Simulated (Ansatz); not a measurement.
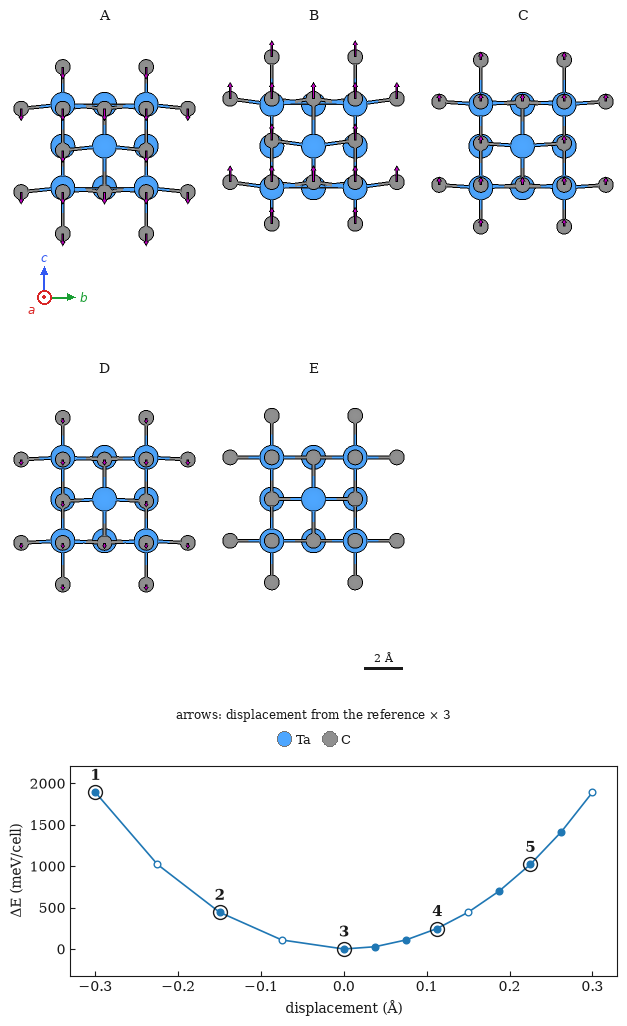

A crystal of Ta4C3 (Pm-3m): the whole C sublattice is shifted rigidly, towards the nearest copy of atom 2 (Ta) at 2.212 Å, all else fixed. The frames are shuffled; the numbered points of the plot belong to them. Hollow markers are points alike by symmetry, not computed again. A ball-and-stick model of the cell of the calculation, seen along the a axis. Purple arrows: displacements from the reference.

Method: DFT r2SCAN, scalar-relativistic, plane waves, PAW (Ansatz 0.2.0). Settings: plane-wave cutoff 500 eV; k-point mesh 10 × 10 × 10; occupations gaussian; smearing width 0.15 eV; no spin polarisation. Energies (free energies at the smearing named) are counted from the relaxed crystal.

### Match the frames to the points.

Point 1 is frame B (the displacement −0.30 Å, 1891 meV/cell); 2 is frame C (the displacement −0.15 Å, 443 meV/cell); 3 is frame E (the displacement 0.00 Å, 0 meV/cell); 4 is frame D (the displacement 0.1125 Å, 247 meV/cell); 5 is frame A (the displacement 0.225 Å, 1021 meV/cell). Of the computed points the lowest is at the displacement 0.00 Å, 0 meV/cell. The end points stand at 1891 meV/cell (−0.30 Å) and 1891 meV/cell (0.30 Å). The curvature at zero is about 39 eV/Å² per cell. The well is symmetric. At the highest point the shortest interatomic distance is 1.91 Å, against 2.21 Å in the reference. The distortion takes the space group from Pm-3m to P4mm.
